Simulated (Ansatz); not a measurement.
# MoSe₃: single-point calculation

The run: single-point calculation of MoSe₃ (Pm-3m, 4 atoms in the cell). Method and program: DFT PBE+U, scalar-relativistic, plane waves, PAW, Ueff = 4.38 eV on Mo d, spin-polarised (Ansatz 0.2.0).

The structure was made by swapping elements on the sites of another compound; it need not be a known phase. It belongs to a series of runs on one base structure; here: O -> Se, W -> Mo on all its sites, cell and atoms relaxed.

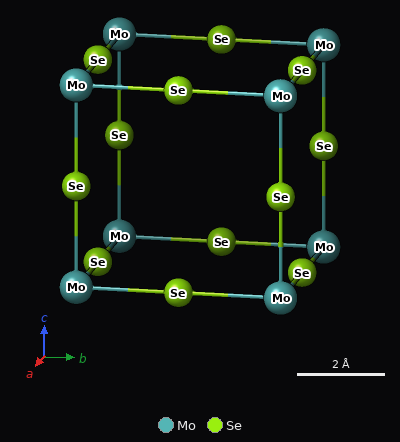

Figure 1. The structure as given in the input (ball-and-stick view of the cell of the calculation, seen slightly off an axis). Near neighbours in the crystal (not all of them lie inside the picture): Mo has 6 Se at 2.41 Å; Se has 2 Mo at 2.41 Å.

## Input file
```yaml
crystal:
  lattice:
    - [4.8218001669, 0.0, 0.0]
    - [0.0, 4.8218001669, 0.0]
    - [0.0, 0.0, 4.8218001669]
  atoms:
    - { symbol: Mo, position: [0.0, 0.0, 0.0], spin: 1.0 }
    - { symbol: Se, position: [0.0, 0.0, 0.5] }
    - { symbol: Se, position: [0.0, 0.5, 0.0] }
    - { symbol: Se, position: [0.5, 0.0, 0.0] }
basis:
  ecutwfc: 420
kpoints:
  mp_grid: { grid: [4, 4, 4] }
hamiltonian:
  xc: pbe
  hubbard: { sites: [{ species: Mo, l: d, u_eff: 4.38 }] }
scf:
  occupations: { method: gaussian, width: 0.1 }
  lower_state_search: "off"
output:
  forces: true
  stress: true
  eigenvalues: true
  populations: true
magnetization:
  spin_polarized: true
```

Run on 1 thread of Intel Xeon (Emerald Rapids), 32 GiB of memory available, shared host.

Run as:
```bash
ansatz run input.yaml --threads 1 --pin off --max-ram 2560MiB --backend cpu --events-out ev --progress --plain --runs-dir out
```

## The program's output
```
Mo: projections on atomic orbitals take those of the free atom [Ar 3d10] 4s2 4p6 4d5 5s1, of charge +0.00 (hamiltonian.pseudopotentials.projection_atoms); the dataset's partial waves leave at most 6.0e-6 of an orbital's norm unspanned inside its sphere
Se: projections on atomic orbitals take those of the free atom [Ar] 3d10 4s2 4p4, of charge +0.00 (hamiltonian.pseudopotentials.projection_atoms); the dataset's partial waves leave at most 2.3e-6 of an orbital's norm unspanned inside its sphere
Engine: ansatz 0.2.0, x86_64-unknown-linux-gnu
Pseudopotentials: kind: paw
Pseudopotential: Mo, paw, valence charge 14, recommended cutoff 420 eV (normal), Mo.paw.azcp
Pseudopotential: Se, paw, valence charge 16, recommended cutoff 420 eV (normal), Se.paw.azcp
Functional definition: PBE
  parameter kappa = 0.804
  parameter beta = 0.06672455060314922
  exchange = pbe_x(kappa = kappa, mu = beta*pi^2/3)
  correlation = pbe_c(beta = beta)
Crystal: 4 atoms, lattice volume = 112.106 Å³
Basis set: ecut = 420 eV, 2109 PW (Γ), exchange–correlation on 72×72×72 points (8 copies of the dense FFT grid, shifted against one another)
Bands: 38, of which v1, the nominal top of the filled ones, is band 31 counted from 1 (30 counted from 0)
Symmetry: 48 space group operations
Space group: Pm-3m (ITA 221), of the structure as read, at distance tolerance 4.8e-5 Å
Magnetic group: BNS 221.92 (UNI 1594), of the structure as read, at distance tolerance 4.8e-5 Å
k-points: 10 of 64
Non-local potential: Mo, projectors of the file, l = 0: 3, l = 1: 2, l = 2: 2, l = 3: 1
Non-local potential: Se, projectors of the file, l = 0: 2, l = 1: 2, l = 2: 3, l = 3: 1
PAW form: soft (Blöchl's): semilocal exchange-correlation on the pseudo side does not see the compensation charge
PAW one-centre angular grid: Mo, 590 points (default); XC on 64 Gauss nodes
PAW one-centre angular grid: Se, 590 points (default); XC on 64 Gauss nodes
Initial density: superposition of atomic densities (chi_scale 0.1, normalization cell)
Starting moments: Σ|m| = 1 μB on 1 of 4 sites
Initial wavefunctions: pseudopotential atomic-orbital guess
Functional: x = pbe(κ = 0.804, μ = 0.2195149727645171), c = pbe(β = 0.06672455060314922)
SCF iter   1: F=—  HF=-21358.729028 eV  |F-HF|=—  |Δ(HF+E_count)|=         —  Δρ=4.77e-2 (↑4.77e-2 ↓2.93e-2)  dr2=1.07e1  dr2_m=2.43e-1  M=0.000 μB ∫|m|=0.822 μB  β_m=0.30  ethr=3.10e-3  ⟨swp⟩=6.0  Hψ=2803  notcnv=0
preconditioner: auto → Resta (q_TF=auto, 2.472 Å⁻¹)  ε∞=4.4  [insulator: Δε(μ)=0.452 eV  Ē_g=9.305 eV  σ=0.100 eV  W_gap=1.00  n_scr=26 (ndim 8)  ℏωp=17.2 eV  f_vac=0.189  D(μ)=0.01/eV (n_scr^D=0)  ε∞_Penn≈4.4]
spin=Collinear: Resta preconditioning applied to the charge; magnetization (m = ρ↑ − ρ↓) channel mixes plain (no charge-response kernel on spin).
SCF iter   2: F=—  HF=-21356.971652 eV  |F-HF|=—  |Δ(HF+E_count)|=    1.76e0  Δρ=1.61e-2 (↑1.61e-2 ↓1.31e-2)  dr2=6.00e-1  dr2_m=7.97e-2  M=0.080 μB ∫|m|=0.970 μB  β_m=0.30  ethr=3.10e-3  ⟨swp⟩=3.0  Hψ=1391  notcnv=0  defer=39
SCF iter   3: F=—  HF=-21356.966541 eV  |F-HF|=—  |Δ(HF+E_count)|=   5.11e-3  Δρ=1.03e-2 (↑7.06e-3 ↓1.03e-2)  dr2=4.56e-1  dr2_m=2.12e-2  M=0.241 μB ∫|m|=1.043 μB  β_m=1.00  ethr=9.68e-4  ⟨swp⟩=2.0  Hψ=949  notcnv=0  defer=40
SCF iter   4: F=—  HF=-21357.620540 eV  |F-HF|=—  |Δ(HF+E_count)|=   6.54e-1  Δρ=2.56e-2 (↑2.56e-2 ↓1.77e-2)  dr2=4.47e0  dr2_m=2.24e-2  M=-0.000 μB ∫|m|=0.863 μB  β_m=0.30  ethr=7.35e-4  ⟨swp⟩=3.0  Hψ=1350  notcnv=0  defer=37
SCF iter   5: F=—  HF=-21356.931169 eV  |F-HF|=—  |Δ(HF+E_count)|=   6.89e-1  Δρ=2.74e-3 (↑2.46e-3 ↓2.74e-3)  dr2=2.77e-2  dr2_m=2.40e-3  M=0.040 μB ∫|m|=1.019 μB  β_m=1.00  ethr=7.35e-4  ⟨swp⟩=3.0  Hψ=1583  notcnv=0  defer=38
SCF iter   6: F=—  HF=-21356.972371 eV  |F-HF|=—  |Δ(HF+E_count)|=   4.12e-2  Δρ=2.88e-3 (↑2.88e-3 ↓2.56e-3)  dr2=6.62e-2  dr2_m=2.32e-4  M=0.026 μB ∫|m|=1.025 μB  β_m=0.30  ethr=4.47e-5  ⟨swp⟩=1.4  Hψ=790  notcnv=0  defer=37
SCF iter   7: F=—  HF=-21357.002474 eV  |F-HF|=—  |Δ(HF+E_count)|=   3.01e-2  Δρ=4.58e-3 (↑4.58e-3 ↓2.65e-3)  dr2=1.14e-1  dr2_m=1.27e-3  M=0.004 μB ∫|m|=0.949 μB  β_m=0.30  ethr=4.47e-5  ⟨swp⟩=2.0  Hψ=1407  notcnv=0  defer=37
Mixer restart at iter 7: flushing history
spin-set hold released at iteration 7 (site moments contracting): the magnetisation degrees of freedom join the quasi-Newton model from the next iteration; the mixer history was flushed
SCF iter   8: F=—  HF=-21356.994518 eV  |F-HF|=—  |Δ(HF+E_count)|=   7.96e-3  Δρ=1.17e-3 (↑5.46e-4 ↓1.17e-3)  dr2=5.41e-3  dr2_m=2.98e-4  M=0.018 μB ∫|m|=0.965 μB  β_m=0.29  ethr=4.47e-5  ⟨swp⟩=2.0  Hψ=1168  notcnv=0  defer=36
SCF iter   9: F=—  HF=-21357.001058 eV  |F-HF|=—  |Δ(HF+E_count)|=   6.54e-3  Δρ=9.71e-4 (↑4.75e-4 ↓9.71e-4)  dr2=2.90e-3  dr2_m=2.98e-4  M=0.017 μB ∫|m|=0.952 μB  β_m=0.24  ethr=8.72e-6  ⟨swp⟩=1.5  Hψ=829  notcnv=0  defer=33
SCF iter  10: F=—  HF=-21357.007090 eV  |F-HF|=—  |Δ(HF+E_count)|=   6.03e-3  Δρ=7.30e-4 (↑7.30e-4 ↓4.55e-4)  dr2=2.77e-4  dr2_m=2.97e-4  M=0.016 μB ∫|m|=0.925 μB  β_m=0.66  ethr=4.68e-6  ⟨swp⟩=2.0  Hψ=894  notcnv=0  defer=33
SCF iter  11: F=—  HF=-21357.012184 eV  |F-HF|=—  |Δ(HF+E_count)|=   5.09e-3  Δρ=4.18e-4 (↑4.18e-4 ↓2.47e-4)  dr2=8.26e-5  dr2_m=1.10e-4  M=0.020 μB ∫|m|=0.851 μB  β_m=0.81  ethr=4.46e-7  ⟨swp⟩=2.6  Hψ=1420  notcnv=0  defer=33
SCF iter  12: F=—  HF=-21357.012603 eV  |F-HF|=—  |Δ(HF+E_count)|=   4.19e-4  Δρ=3.35e-4 (↑3.35e-4 ↓2.28e-4)  dr2=2.34e-5  dr2_m=8.01e-5  M=0.020 μB ∫|m|=0.807 μB  β_m=0.91  ethr=1.33e-7  ⟨swp⟩=2.1  Hψ=1385  notcnv=0  defer=33
SCF iter  13: F=—  HF=-21357.013146 eV  |F-HF|=—  |Δ(HF+E_count)|=   5.43e-4  Δρ=3.50e-4 (↑3.50e-4 ↓1.90e-4)  dr2=5.40e-5  dr2_m=7.47e-5  M=0.019 μB ∫|m|=0.749 μB  β_m=0.37  ethr=3.78e-8  ⟨swp⟩=3.0  Hψ=1411  notcnv=0  defer=33
SCF iter  14: F=—  HF=-21357.013693 eV  |F-HF|=—  |Δ(HF+E_count)|=   5.47e-4  Δρ=2.93e-4 (↑2.93e-4 ↓2.26e-4)  dr2=1.37e-5  dr2_m=6.46e-5  M=0.018 μB ∫|m|=0.685 μB  β_m=0.98  ethr=3.78e-8  ⟨swp⟩=2.9  Hψ=1452  notcnv=0  defer=33
SCF iter  15: F=—  HF=-21357.014108 eV  |F-HF|=—  |Δ(HF+E_count)|=   4.14e-4  Δρ=2.75e-4 (↑2.75e-4 ↓2.07e-4)  dr2=1.11e-5  dr2_m=5.94e-5  M=0.016 μB ∫|m|=0.640 μB  β_m=0.07  ethr=2.21e-8  ⟨swp⟩=3.0  Hψ=1442  notcnv=0  defer=33
SCF iter  16: F=—  HF=-21357.014438 eV  |F-HF|=—  |Δ(HF+E_count)|=   3.31e-4  Δρ=2.81e-4 (↑2.79e-4 ↓2.81e-4)  dr2=2.98e-5  dr2_m=6.23e-5  M=0.016 μB ∫|m|=0.597 μB  β_m=0.10  ethr=1.79e-8  ⟨swp⟩=2.9  Hψ=1472  notcnv=0  defer=34
SCF iter  17: F=—  HF=-21357.014873 eV  |F-HF|=—  |Δ(HF+E_count)|=   4.35e-4  Δρ=2.37e-4 (↑2.04e-4 ↓2.37e-4)  dr2=9.79e-6  dr2_m=4.75e-5  M=0.014 μB ∫|m|=0.545 μB  β_m=0.13  ethr=1.79e-8  ⟨swp⟩=3.0  Hψ=1472  notcnv=0  defer=34
SCF iter  18: F=—  HF=-21357.015813 eV  |F-HF|=—  |Δ(HF+E_count)|=   9.40e-4  Δρ=2.20e-4 (↑1.20e-4 ↓2.20e-4)  dr2=2.66e-5  dr2_m=2.84e-5  M=0.011 μB ∫|m|=0.413 μB  β_m=0.58  ethr=1.58e-8  ⟨swp⟩=3.5  Hψ=1826  notcnv=0  defer=34
SCF iter  19: F=—  HF=-21357.017091 eV  |F-HF|=—  |Δ(HF+E_count)|=   1.28e-3  Δρ=1.09e-4 (↑8.14e-5 ↓1.09e-4)  dr2=5.38e-5  dr2_m=6.37e-7  M=0.004 μB ∫|m|=0.080 μB  β_m=0.92  ethr=1.58e-8  ⟨swp⟩=4.1  Hψ=2160  notcnv=0  defer=34
SCF iter  20: F=—  HF=-21357.017088 eV  |F-HF|=—  |Δ(HF+E_count)|=   2.65e-6  Δρ=1.92e-4 (↑1.92e-4 ↓1.04e-4)  dr2=1.99e-4  dr2_m=2.15e-6  M=0.004 μB ∫|m|=0.097 μB  β_m=0.83  ethr=1.58e-8  ⟨swp⟩=2.5  Hψ=1510  notcnv=0  defer=34  recentre
SCF iter  21: F=—  HF=-21357.017137 eV  |F-HF|=—  |Δ(HF+E_count)|=   4.88e-5  Δρ=1.24e-4 (↑1.24e-4 ↓1.09e-4)  dr2=9.87e-5  dr2_m=4.44e-7  M=-0.001 μB ∫|m|=0.012 μB  β_m=0.84  ethr=1.58e-8  ⟨swp⟩=3.2  Hψ=1668  notcnv=0  defer=34
SCF iter  22: F=—  HF=-21357.017124 eV  |F-HF|=—  |Δ(HF+E_count)|=   1.31e-5  Δρ=2.74e-5 (↑2.74e-5 ↓1.57e-5)  dr2=3.80e-6  dr2_m=4.85e-8  M=-0.001 μB ∫|m|=0.020 μB  β_m=0.92  ethr=1.58e-8  ⟨swp⟩=2.0  Hψ=1343  notcnv=0  defer=36
SCF iter  23: F=—  HF=-21357.017126 eV  |F-HF|=—  |Δ(HF+E_count)|=   1.91e-6  Δρ=5.68e-6 (↑5.68e-6 ↓2.51e-6)  dr2=1.25e-7  dr2_m=5.56e-9  M=-0.000 μB ∫|m|=0.006 μB  β_m=0.96  ethr=6.13e-9  ⟨swp⟩=2.1  Hψ=1345  notcnv=0  defer=36
iter 24 did not close the SCF: its close was put off for a magnetic moment that had not settled (scf_convergence_deferred on its scf_iter line)
SCF iter  24: F=-21357.017126 eV  HF=-21357.017126 eV  |F-HF|=2.87e-8  |Δ(HF+E_count)|=   2.62e-7  Δρ=2.58e-6 (↑2.58e-6 ↓2.57e-6)  dr2=3.77e-8  dr2_m=1.25e-9  M=-0.000 μB ∫|m|=0.001 μB  β_m=0.98  ethr=1.61e-10  ⟨swp⟩=10.2  Hψ=3636  notcnv=0
iter 25 did not close the SCF: its close was put off for a magnetic moment that had not settled (scf_convergence_deferred on its scf_iter line)
SCF iter  25: F=-21357.017126 eV  HF=-21357.017126 eV  |F-HF|=1.04e-9  |Δ(HF+E_count)|=   1.93e-9  Δρ=6.64e-7 (↑5.10e-7 ↓6.64e-7)  dr2=1.80e-9  dr2_m=1.41e-10  M=-0.000 μB ∫|m|=0.000 μB  β_m=0.99  ethr=6.08e-11  ⟨swp⟩=2.0  Hψ=2331  notcnv=0
SCF iter  26: F=-21357.017126 eV  HF=-21357.017126 eV  |F-HF|=2.15e-10  |Δ(HF+E_count)|=   1.48e-9  Δρ=2.40e-7 (↑1.93e-7 ↓2.40e-7)  dr2=3.05e-10  dr2_m=8.43e-12  M=-0.000 μB ∫|m|=0.000 μB  ethr=2.91e-12  ⟨swp⟩=1.0  Hψ=2185  notcnv=0
WARN: the starting moments were not kept: the SCF closed with an absolute magnetisation of 1.2e-4 μB, where they sum to 1 μB in size (1 site). That is at most 0.1 of that sum. Measured as dr2_m measures the in/out step, that magnetisation stands 1.8e-9 eV from none, at or under the dr2_threshold of 1.0e-7 eV: it is no larger than a step whose dr2_m would equal this threshold. The system may hold no moment; this SCF shows only that its start led to no more than that. To try another start: raise the starting moments (crystal.atoms[].spin, magnetization.per_species, magnetization.initial_magnetization, or on a non-collinear deck that types none of these the spinor_matrix: blocks that start its atoms; where the total moment is fixed, keep their sum and leave initial_magnetization as it is; typed ones take the place of any that the run laid by itself, positive ones on a crystal's lanthanoids without a Hubbard term where scf.initial_density.shell_occupations: [] is typed) or, if the notice of its spin-set hold's release reads "site moments contracting" or "site moments show no strong build", lengthen the hold (scf.mixing.spin_hold: { on: { confirm: 4 } }; for m-r²SCAN on two components see the key's manual first). Each may lead to a state that holds a moment. A second SCF, from the converged charge density, with the starting moments and any scf.initial_density.shell_occupations laid on it anew, would have followed, and was not run: the deck does not ask for one (magnetization.retry_lost_moments is false, the default). To let it run, set magnetization.retry_lost_moments: true and run the deck again, where that key's refused combinations let it; where memory then withholds it, that run's warning says so.
SCF 1 converged in 26 iterations: F = -21357.017126 eV  dr2 = 3.05e-10
  greatest PAW one-centre occupation: 1.000 electrons in one spin orbital (limit 2), on the Se atom at site 1 (counted from 0), in its partial waves of l = 2
```

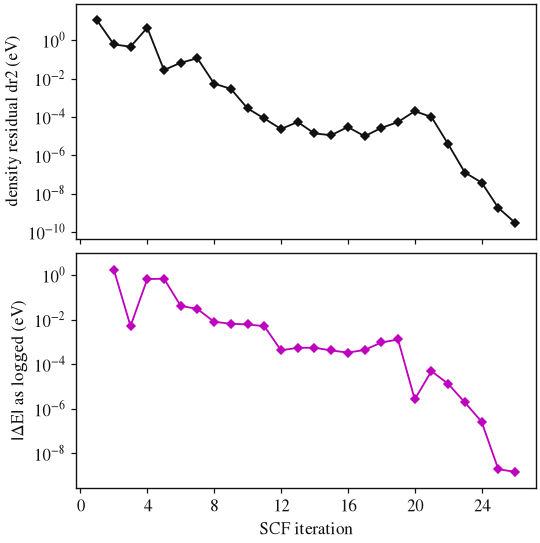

Figure 2. Convergence of the self-consistent field: density residual dr2 and size of the energy change against the SCF iteration. The residual falls unevenly and jumps up by a factor of two or more 7 times on the way down.

```
SCF converged after 26 iterations
Magnetization: -0.0000 μB (31.0000 up, 31.0000 down)
Absolute magnetization: 0.0001 μB (∫|ρ↑−ρ↓|, with the PAW one-centre terms)
Spin contamination: 0.0000 ħ² per cell (⟨S²⟩ above its minimum at these occupations)
Per-site moments (μB) at R_I (Å): [(-5.068230531370838e-5, 0.994496284423125), (1.1899932889002773e-5, 0.994496284423125), (1.1899932888596278e-5, 0.994496284423125), (1.1899932889111113e-5, 0.994496284423125)]
Free energy (F): -21357.017126 eV
Harris-Foulkes:  -21357.017126 eV  (|F-HF|=2.15e-10)
Internal energy: -21357.015230 eV  (E = F + TS)
E sigma→0 (E₀):  -21357.016178 eV
Entropy (-TS):   -0.001896 eV (-0.474 meV/atom)
Fermi energy:    7.178907 eV
--- Per-component energies (eV) ---
  E_band       = -1457.740345
  E_kinetic    = 799.620054
  E_local      = -10345.380545  (includes V_loc(G=0)·N_el)
  E_nonlocal   = -1645.050112
  E_hartree    = 4871.535576
  E_xc         = -495.849251
  E_vxc        = -523.093091  (∫ρ·V_xc dr)
  E_hubbard    = 5.402000  (on-site DFT+U / exact-exchange correction)
  E_vhub       = -0.796979  (the Hubbard potential's part of the band-sum identity)
  E_paw        = -8934.659642  (= ΣΔE_a)
  E_vpaw       = 513.890424  (= ΣTr[D̂ρ^β])
  E_aug_tail   = -0.001728  (compensation charges beyond the density's cutoff)
  E_ewald      = -5612.631582
  E_smearing   = -0.001896  (= −TS)
  E_closure    = 0.000000  (closes the sum)
  Σ components = -21357.017126   (vs F -21357.017126, Δ=0.00e0)
--- Forces (eV/Å), atoms counted from 1 ---
  atom   1  Mo    -0.00000000     0.00000000     0.00000000
  atom   2  Se    -0.00000000     0.00000000    -0.00000000
  atom   3  Se    -0.00000000    -0.00000000     0.00000000
  atom   4  Se    -0.00000000     0.00000000    -0.00000000
  max |Σ_I F_I| component: 1.77e-29 eV/Å
--- Stress (GPa, compression-positive) ---
        6.125116       0.000000       0.000000
       -0.000000       6.125116       0.000000
        0.000000       0.000000       6.125116
  P = ⅓ Tr σ = 6.1251 GPa (61.251 kbar)
--- Band table (eV; the first three rows and the last of 20) ---
  k-point 0 ↑: bands = ["-54.7846", "-40.5049", "-40.5049", "-40.5019", "-40.4795", "-40.4795", "-40.4795", "-40.4749", "-40.4749", "-40.4749", "-40.4690", "-40.4690", "-40.4685", "-40.4685", "-40.4685", "-40.4672", "-28.9177", "-28.9177", "-28.9177", "-6.9217", "-5.4570", "-5.4570", "3.2094", "3.2094", "3.2094", "5.1506", "5.1506", "5.1506", "6.2022", "6.2022", "6.2022", "7.0659", "7.0659", "7.0659", "7.6697", "7.6697", "11.0827", "13.5208"]
  k-point 1 ↑: bands = ["-54.7843", "-40.5068", "-40.5049", "-40.5027", "-40.4795", "-40.4788", "-40.4788", "-40.4756", "-40.4756", "-40.4749", "-40.4690", "-40.4688", "-40.4685", "-40.4685", "-40.4685", "-40.4674", "-28.9173", "-28.9173", "-28.9155", "-6.7122", "-5.4452", "-5.4416", "2.3861", "3.2895", "3.2895", "4.3462", "4.3462", "5.1634", "5.4050", "5.9399", "6.6988", "6.6988", "7.6766", "7.6766", "7.6846", "9.3983", "11.9709", "14.1521"]
  k-point 2 ↑: bands = ["-54.7840", "-40.5091", "-40.5049", "-40.5029", "-40.4795", "-40.4772", "-40.4772", "-40.4772", "-40.4772", "-40.4749", "-40.4690", "-40.4685", "-40.4685", "-40.4685", "-40.4684", "-40.4678", "-28.9169", "-28.9169", "-28.9133", "-6.4770", "-5.4333", "-5.4304", "1.6010", "3.4947", "3.4947", "3.7544", "3.7544", "4.7848", "5.1763", "5.7080", "6.7831", "6.7831", "7.6952", "8.4132", "8.4132", "9.8980", "13.4876", "14.0689"]
  k-point 9 ↓: bands = ["-54.7832", "-40.5093", "-40.5093", "-40.5093", "-40.4776", "-40.4776", "-40.4776", "-40.4769", "-40.4769", "-40.4769", "-40.4691", "-40.4682", "-40.4682", "-40.4682", "-40.4682", "-40.4682", "-28.9119", "-28.9119", "-28.9119", "-5.3261", "-5.3261", "-5.3261", "0.7285", "1.9298", "1.9298", "2.1592", "2.1592", "2.1592", "7.9015", "7.9015", "7.9015", "8.2506", "8.2506", "8.2506", "11.3110", "14.0547", "14.0547", "14.0547"]
Occupation matrices written to [file]
--- Löwdin populations: 4 sites ---
  site symbol       q [e]    m [muB]
     0     Mo     13.7548    -0.0001
     1     Se     16.0286     0.0000
     2     Se     16.0286     0.0000
     3     Se     16.0286     0.0000
  spilling = 0.002569 (of n_electrons = 62.000000)
```

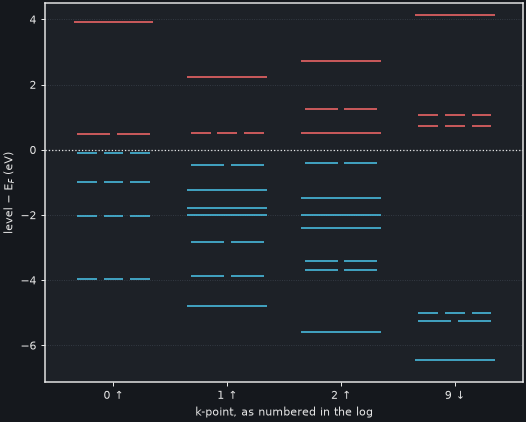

Figure 3. Kohn–Sham levels near the Fermi level (dotted) at the few k-points that the log prints; levels within 0.02 eV of each other stand side by side. The system is metallic on the full mesh.

## Key numbers

| quantity | value |
| --- | --- |
| outcome | converged |
| space group (tolerance 0.01 Å) | Pm-3m (221) |
| electrons treated | 62 |
| free energy | −21357.0171 eV |
| Fermi energy | 7.179 eV |
| gap on the k-point mesh | none (metallic) |
| net moment of the cell | 0.00 μB |
| integrated absolute moment | 0.00 μB |
| pressure | 6.13 GPa |
| largest force (length of the vector) | under 0.001 eV/Å |
| wall time | 7.3 s |
| peak memory | 0.48 GiB |

## Remarks

The electronic state found may not be the lowest one. The program warns: some starting moments were not kept. The cell is under a pressure of 6.1 GPa at this level, so it is not at its equilibrium volume.
